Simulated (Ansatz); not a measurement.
**Geometry relaxation, with input and output: Ge (part 1 of 3)**

Ge (P-1, 2 atoms in the cell), computed with DFT PBEsol, scalar-relativistic, plane waves, PAW, no spin polarisation (Ansatz 0.2.0).

The structure derives from a Materials Project entry. It belongs to a series of runs on one base structure; here: all atoms moved at random, sigma 0.1 A a component, cell strained at random, sigma 0.01; relaxed back. Figures and captions count atoms from 1; the log counts them from 0 in places.

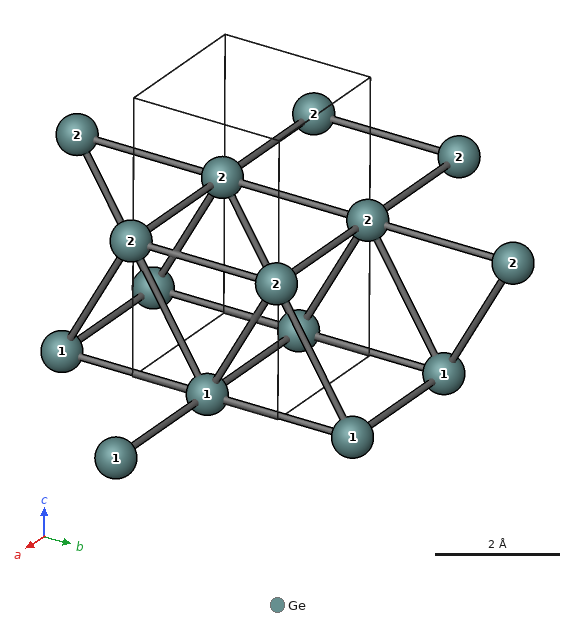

Figure 1. The structure as given in the input (ball-and-stick view of the cell of the calculation, seen at an oblique angle; bonded neighbours outside the cell are drawn too; atoms are numbered from 1 in the order of the input).

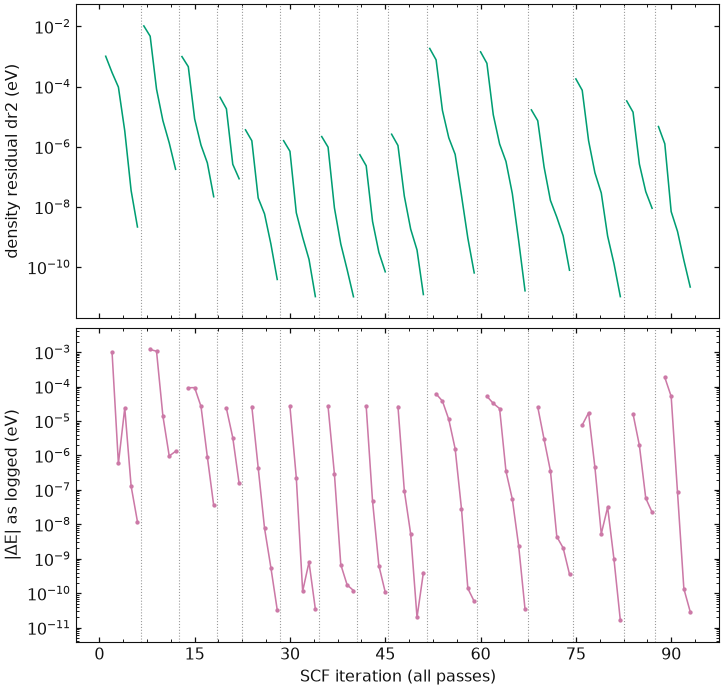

Figure 2. Convergence of the self-consistent field: density residual dr2 and size of the energy change against the SCF iteration. The dotted lines part the SCF passes of the relaxation: geometry steps, rejected trials and re-solves on a re-selected basis. The 15 passes take 4 to 8 iterations each, 93 in all.

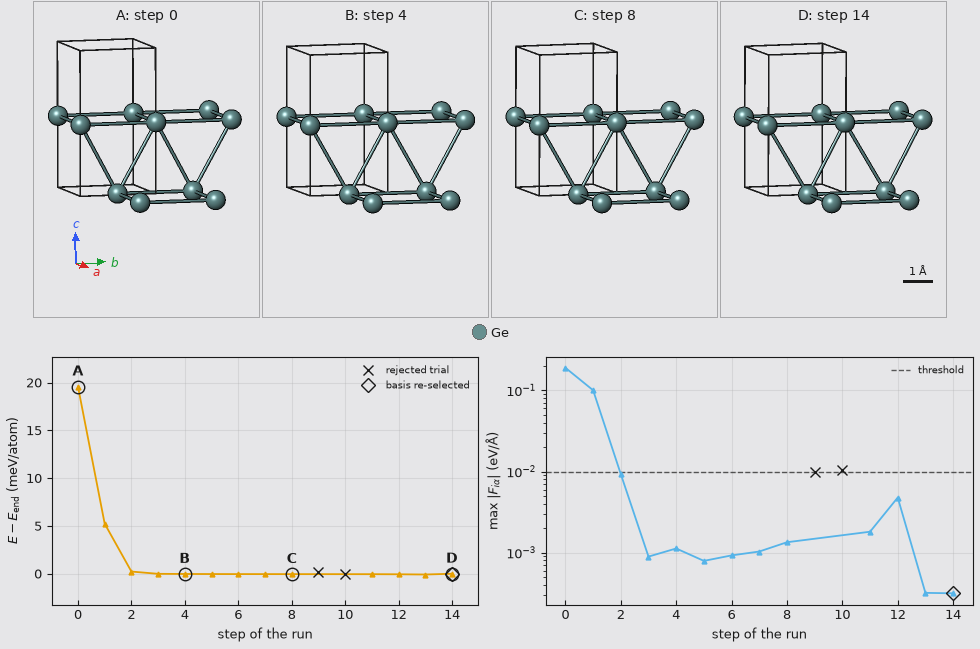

Figure 3. Frames of the relaxation (ball-and-stick view of the cell of the calculation, repeated 2 × 2 × 1, seen slightly off an axis) above the curves, on which the letters mark them (the first geometry is step 0 here and step 1 in the log).

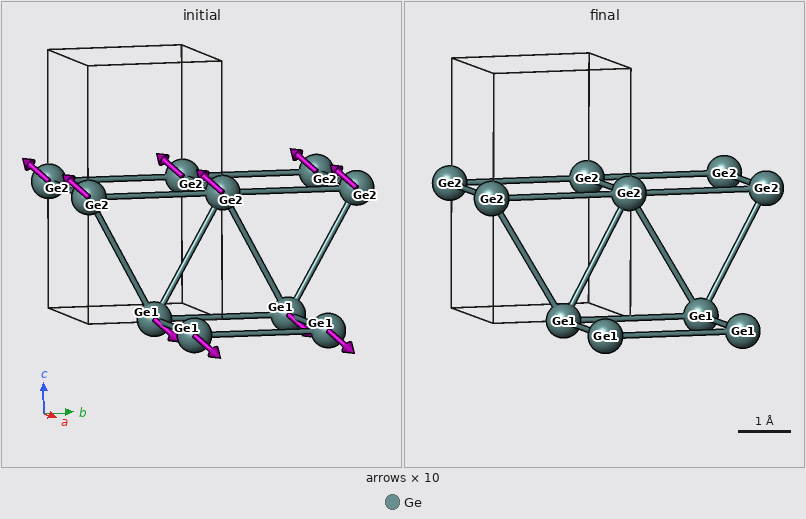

Figure 4. Before (left) and after (right) the relaxation, at one scale (ball-and-stick view of the cell of the calculation, repeated 2 × 2 × 1, seen slightly off an axis). The pink arrows give the displacements (without the part carried along by the change of the cell), magnified 10 times. The largest moves relative to the cell, 0.080 Å, are those of Ge1 and Ge2. The drawn cell changes as follows: a 2.667 → 2.643 Å (−0.9 %), b 2.774 → 2.828 Å (+2.0 %), c 5.094 → 4.929 Å (−3.3 %), α 90.4° → 90.0°, β 90.4° → 90.0°, γ 92.0° → 90.0°; the volume changes by −2.1 %. Distances before and after: Ge1–Ge2 2.984 → 2.805 Å, Ge1–Ge1 2.774 → 2.828 Å. The space group (tolerance 0.01 Å) goes from P-1 (No. 2) to Pmma (No. 51). Over 13 geometry steps the energy falls by 19.7 meV per atom. The largest force component goes from 0.19 to 0.00032 eV/Å. Pressure: −1.20 GPa at the start and −0.03 GPa at the end. The line search rejected the trial steps at points 9, 10 (counted from 0) and went back. A last SCF at the same geometry on a re-selected plane-wave basis shifts the energy by +0.1 meV per atom. (Atoms are counted from 1 in the order of the input.)

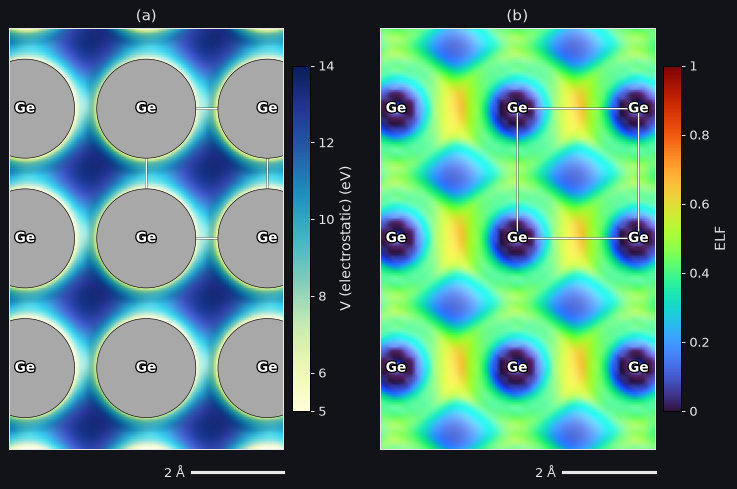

Figure 5. (a) electrostatic potential (local pseudopotential plus Hartree) felt by an electron; (b) electron localisation function on the (100) plane of the conventional cell. Grey discs, where drawn, cover atomic cores. Atoms in the plane: Ge. Ge–Ge (2.64 Å): the ELF peaks at about 0.65 between the atoms. Outside the cores the potential energy rises away from the atoms and is highest about 1.9 Å from the nearest atoms; outside the discs it spans about 8 eV, and its zero is arbitrary. Core electrons are frozen (PAW), so the fields are smoothed inside the atomic spheres.

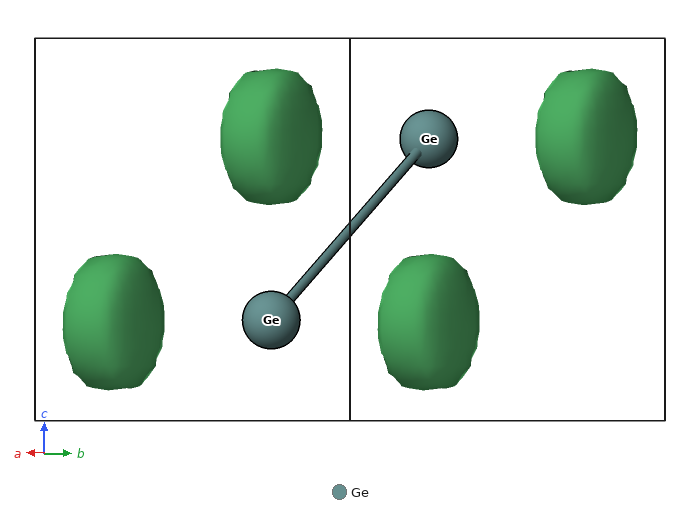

Figure 6. Isosurface of the electron localisation function at 0.55 (green), seen along [110]. Only the valence region is drawn (cores and ρ < 0.01 e/Å³ removed). Sticks mark near contacts. The outline is the cell set on symmetry axes. Profiles from the grid: Ge–Ge (2.64 Å): the ELF peaks at about 0.65 between the atoms. Ge–Ge (2.80 Å): the ELF is about 0.50 at the midpoint, as expected for nearly free electrons, as in a simple metal.

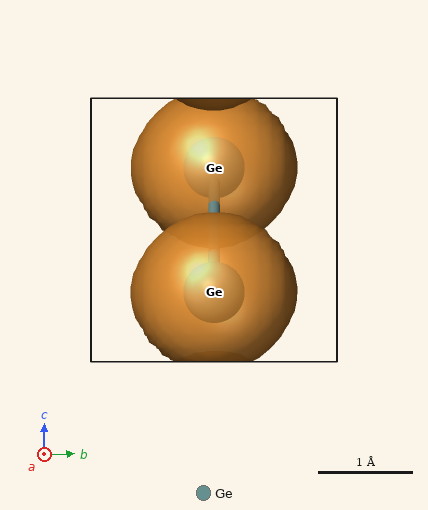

Figure 7. Isosurface of the valence pseudo-density at 0.6 e/Å³ (orange), seen along the a axis. Sticks mark near contacts. The outline is the cell set on symmetry axes. At this value the density breaks into separate islands; it holds about 75 % of the electrons treated as valence (semicore included). It is pinched off along the Ge–Ge (2.64 Å), Ge–Ge (2.80 Å) and Ge–Ge (2.88 Å) contacts. On the grid the lowest density along these lines, outside the cores, is 0.35 e/Å³ (Ge–Ge, 2.64 Å), 0.26 e/Å³ (Ge–Ge, 2.80 Å) and 0.23 e/Å³ (Ge–Ge, 2.88 Å).

The input and output of the run follow.

### Input file
```yaml
crystal:
  lattice:
    - [-0.0459885578, 0.0099959818, -2.666225217]
    - [2.7733763363, 0.0089436615, 0.0481200059]
    - [-0.0162978987, -5.0943092877, 0.0190597675]
  atoms:
    - { symbol: Ge, position: [-0.0221282367, 0.5002130015, 0.0083524732] }
    - { symbol: Ge, position: [0.0221282367, -0.0002130015, 0.4916475268] }
basis:
  ecutwfc: 420
kpoints:
  mp_grid: { grid: [12, 12, 8] }
hamiltonian:
  xc: pbesol
scf:
  occupations: { method: gaussian, width: 0.15 }
output:
  forces: true
  stress: true
  eigenvalues: true
  write_density: true
  write_potential: true
  elf: true
  volumetric_format: npy
relax:
  adjacent_minimum: "off"
  f_tol: 0.01
  max_steps: 80
  cell: { stress_tol: 0.1 }
```

Launch command:
```bash
ansatz run input.yaml --threads 1 --pin off --max-ram 2560MiB --backend cpu --events-out ev --progress --plain --runs-dir out
```

### Log
```
Engine: ansatz 0.2.0, x86_64-unknown-linux-gnu
Pseudopotentials: kind: paw
Pseudopotential: Ge, paw, valence charge 14, recommended cutoff 420 eV (normal), Ge.paw.azcp
Functional definition: PBEsol
  exchange = pbesol_x
  correlation = pbesol_c
Crystal: 2 atoms, lattice volume = 37.657 Å³
Basis set: ecut = 420 eV, 761 PW (Γ), exchange–correlation on 36×40×72 points (8 copies of the dense FFT grid, shifted against one another)
Bands: 18, of which v1, the nominal top of the filled ones, is band 14 counted from 1 (13 counted from 0)
Symmetry: 2 space group operations
Space group: P-1 (ITA 2), of the structure as read, at distance tolerance 3.4e-5 Å
k-points: 580 of 1152
Non-local potential: Ge, projectors of the file, l = 0: 2, l = 1: 2, l = 2: 3, l = 3: 1
PAW form: soft (Blöchl's): semilocal exchange-correlation on the pseudo side does not see the compensation charge
PAW frozen core: Ge, regenerated for the run's functional, and the local potential with it (the file was generated under x = pbe(κ = 0.804, μ = 0.2195149727645171), c = pbe(β = 0.06672455060314922))
PAW one-centre angular grid: Ge, 590 points (default); XC on 64 Gauss nodes
Initial density: superposition of atomic densities (neutral atoms: chi_scale 0, normalization atom), corrected by the library's trained network
Initial wavefunctions: pseudopotential atomic-orbital guess
Functional: x = pbesol(κ = 0.804, μ = 0.12345679012345678), c = pbesol(β = 0.046)
SCF iter   1: F=—  HF=-8506.605549 eV  |F-HF|=—  |Δ(HF+E_count)|=         —  Δρ=2.32e-3  dr2=1.02e-3  ethr=1.77e-3  ⟨swp⟩=4.9  Hψ=42327  notcnv=0
preconditioner: auto → Kerker (q_TF=auto, 2.597 Å⁻¹)  [metal: Δε(μ)=0.007 eV  Ē_g=23.501 eV  σ=0.150 eV  W_gap=0.03  n_scr=12 (ndim 8)  ℏωp=32.0 eV  f_vac=0.000  D(μ)=0.89/eV (n_scr^D=2)]
SCF iter   2: F=—  HF=-8506.604545 eV  |F-HF|=—  |Δ(HF+E_count)|=   1.00e-3  Δρ=1.10e-3  dr2=2.93e-4  ethr=3.65e-6  ⟨swp⟩=2.0  Hψ=23004  notcnv=0
SCF iter   3: F=—  HF=-8506.604545 eV  |F-HF|=—  |Δ(HF+E_count)|=   5.85e-7  Δρ=5.63e-4  dr2=9.62e-5  ethr=1.05e-6  ⟨swp⟩=1.0  Hψ=10342  notcnv=0
SCF iter   4: F=—  HF=-8506.604521 eV  |F-HF|=—  |Δ(HF+E_count)|=   2.39e-5  Δρ=9.30e-5  dr2=3.36e-6  ethr=3.44e-7  ⟨swp⟩=1.3  Hψ=10861  notcnv=0
iter 5 did not close the SCF: its close was put off for the readings that it lacked (scf_convergence_deferred on its scf_iter line)
SCF iter   5: F=-8506.604521 eV  HF=-8506.604521 eV  |F-HF|=5.62e-9  |Δ(HF+E_count)|=   1.29e-7  Δρ=1.12e-5  dr2=3.50e-8  ethr=1.20e-8  ⟨swp⟩=2.1  Hψ=13388  notcnv=0
SCF iter   6: F=-8506.604521 eV  HF=-8506.604521 eV  |F-HF|=5.31e-10  |Δ(HF+E_count)|=   1.19e-8  Δρ=2.71e-6  dr2=2.15e-9  ethr=1.25e-10  ⟨swp⟩=4.8  Hψ=52203  notcnv=0
SCF 1 converged in 6 iterations: F = -8506.604521 eV  dr2 = 2.15e-9
  greatest PAW one-centre occupation: 0.998 electrons in one spin orbital (limit 2), on the Ge atom at site 1 (counted from 0), in its partial waves of l = 2
relax step   1: F+E_penalty+E_count = -8506.60452078 eV  Δ(F+E_penalty+E_count) = +0.000e0 eV  max|allowed force component| = 1.904e-1 eV/Å  Δτ_max = 0.0000 Å  P = -1.199 GPa  Ω = 37.657 Å³  (6 SCF iters, dr2 threshold 1.00e-7 eV, accepted)
Crystal: 2 atoms, lattice volume = 36.240 Å³
Basis set: ecut = 420 eV, 717 PW (Γ), exchange–correlation on 36×40×72 points (8 copies of the dense FFT grid, shifted against one another)
Initial density: handed on by an earlier stage of this run
Initial wavefunctions: those handed on with the density
iter 1 solved again at ethr=3.66e-5 eV; its pass at ethr=3.10e-3 eV (dr2=1.03e-2 eV) is discarded
SCF iter   1: F=—  HF=-8506.635462 eV  |F-HF|=—  |Δ(HF+E_count)|=         —  Δρ=5.32e-3  dr2=1.04e-2  ethr=3.66e-5  ⟨swp⟩=1.0  Hψ=57464  notcnv=0
preconditioner: auto → Kerker (q_TF=auto, 2.613 Å⁻¹)  [metal: Δε(μ)=0.009 eV  Ē_g=23.712 eV  σ=0.150 eV  W_gap=0.03  n_scr=12 (ndim 8)  ℏωp=32.6 eV  f_vac=0.000  D(μ)=0.77/eV (n_scr^D=2)]
SCF iter   2: F=—  HF=-8506.634274 eV  |F-HF|=—  |Δ(HF+E_count)|=   1.19e-3  Δρ=3.25e-3  dr2=4.73e-3  ethr=3.66e-5  ⟨swp⟩=1.0  Hψ=10440  notcnv=0
SCF iter   3: F=—  HF=-8506.633211 eV  |F-HF|=—  |Δ(HF+E_count)|=   1.06e-3  Δρ=4.83e-4  dr2=8.23e-5  ethr=1.69e-5  ⟨swp⟩=2.0  Hψ=11743  notcnv=0
SCF iter   4: F=—  HF=-8506.633225 eV  |F-HF|=—  |Δ(HF+E_count)|=   1.41e-5  Δρ=1.07e-4  dr2=7.41e-6  ethr=2.94e-7  ⟨swp⟩=2.9  Hψ=18741  notcnv=0
SCF iter   5: F=—  HF=-8506.633224 eV  |F-HF|=—  |Δ(HF+E_count)|=   9.63e-7  Δρ=6.09e-5  dr2=1.34e-6  ethr=2.65e-8  ⟨swp⟩=2.0  Hψ=18558  notcnv=0
SCF iter   6: F=-8506.633223 eV  HF=-8506.633223 eV  |F-HF|=6.59e-8  |Δ(HF+E_count)|=   1.32e-6  Δρ=2.19e-5  dr2=1.78e-7  ethr=7.14e-10  ⟨swp⟩=5.8  Hψ=65876  notcnv=0
SCF 2 converged in 6 iterations: F = -8506.633223 eV  dr2 = 1.78e-7
relax step   2: F+E_penalty+E_count = -8506.63322266 eV  Δ(F+E_penalty+E_count) = -2.870e-2 eV  max|allowed force component| = 1.006e-1 eV/Å  Δτ_max = 0.0809 Å  P = +1.324 GPa  Ω = 36.240 Å³  energy of the carried Pulay correction = +2.707e-4 eV  (6 SCF iters, dr2 threshold 2.00e-7 eV, accepted)
Crystal: 2 atoms, lattice volume = 37.016 Å³
Basis set: ecut = 420 eV, 751 PW (Γ), exchange–correlation on 36×40×72 points (8 copies of the dense FFT grid, shifted against one another)
iter 1 solved again at ethr=3.55e-6 eV; its pass at ethr=3.10e-3 eV (dr2=9.93e-4 eV) is discarded
SCF iter   1: F=—  HF=-8506.643394 eV  |F-HF|=—  |Δ(HF+E_count)|=         —  Δρ=1.46e-3  dr2=9.93e-4  ethr=3.55e-6  ⟨swp⟩=1.0  Hψ=57610  notcnv=0
preconditioner: auto → Kerker (q_TF=auto, 2.604 Å⁻¹)  [metal: Δε(μ)=0.009 eV  Ē_g=23.630 eV  σ=0.150 eV  W_gap=0.03  n_scr=12 (ndim 8)  ℏωp=32.3 eV  f_vac=0.000  D(μ)=0.69/eV (n_scr^D=2)]
SCF iter   2: F=—  HF=-8506.643302 eV  |F-HF|=—  |Δ(HF+E_count)|=   9.23e-5  Δρ=9.11e-4  dr2=4.59e-4  ethr=3.55e-6  ⟨swp⟩=1.0  Hψ=10440  notcnv=0
SCF iter   3: F=—  HF=-8506.643208 eV  |F-HF|=—  |Δ(HF+E_count)|=   9.31e-5  Δρ=1.46e-4  dr2=8.43e-6  ethr=1.64e-6  ⟨swp⟩=2.0  Hψ=11735  notcnv=0
SCF iter   4: F=—  HF=-8506.643235 eV  |F-HF|=—  |Δ(HF+E_count)|=   2.65e-5  Δρ=5.12e-5  dr2=1.13e-6  ethr=3.01e-8  ⟨swp⟩=2.0  Hψ=18510  notcnv=0
SCF iter   5: F=—  HF=-8506.643234 eV  |F-HF|=—  |Δ(HF+E_count)|=   9.04e-7  Δρ=2.20e-5  dr2=2.90e-7  ethr=7.14e-10  ⟨swp⟩=8.4  Hψ=81918  notcnv=0
SCF iter   6: F=-8506.643234 eV  HF=-8506.643234 eV  |F-HF|=7.55e-9  |Δ(HF+E_count)|=   3.54e-8  Δρ=6.49e-6  dr2=2.18e-8  ethr=7.14e-10  ⟨swp⟩=7.3  Hψ=56049  notcnv=0
SCF 3 converged in 6 iterations: F = -8506.643234 eV  dr2 = 2.18e-8
relax step   3: F+E_penalty+E_count = -8506.64323400 eV  Δ(F+E_penalty+E_count) = -1.001e-2 eV  max|allowed force component| = 9.296e-3 eV/Å  Δτ_max = 0.0176 Å  P = -0.388 GPa  Ω = 37.016 Å³  energy of the carried Pulay correction = +1.213e-4 eV  (6 SCF iters, dr2 threshold 2.00e-7 eV, accepted)
```
